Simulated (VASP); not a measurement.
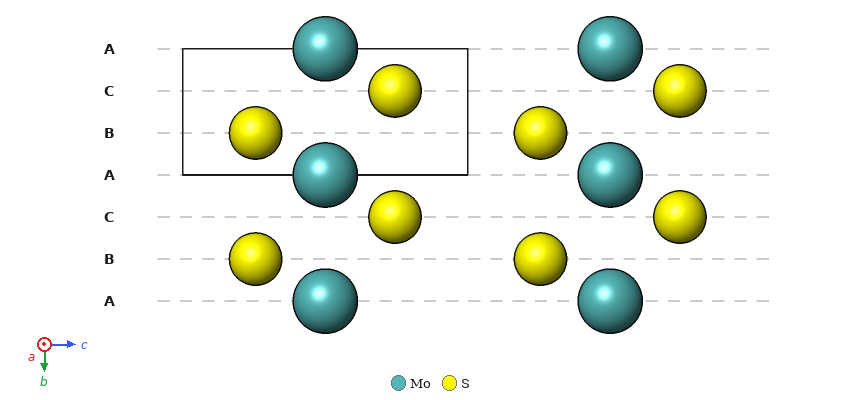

Projection along an edge of the hexagonal mesh, stacking direction c to the right. The dashed lines mark the three columns A (0, 0), B (1/3, 2/3) and C (2/3, 1/3). The sequence starts with the first layer at or above the cell's origin.

MoS₂. Coordinates: a cell listed in the Materials Project, as set up for an electronic-structure calculation.

**Read off the stacking sequence over one period.**

S(B) – Mo(A) – S(C) (three layers in 6.31 Å).

**How are the S layers alone stacked?**

S layers alone: BC, the hexagonal close-packed type.

**Which positions between or in the S layers do the other atoms fill?**

Mo: one octahedral site (per hexagonal cell). One of the two gaps between S layers is empty, 3.22 Å wide.

**What short polytype symbol fits?**

Polytype symbol 1T, the symbol of a layered MX2 polytype (number of slabs in the repeat and lattice).
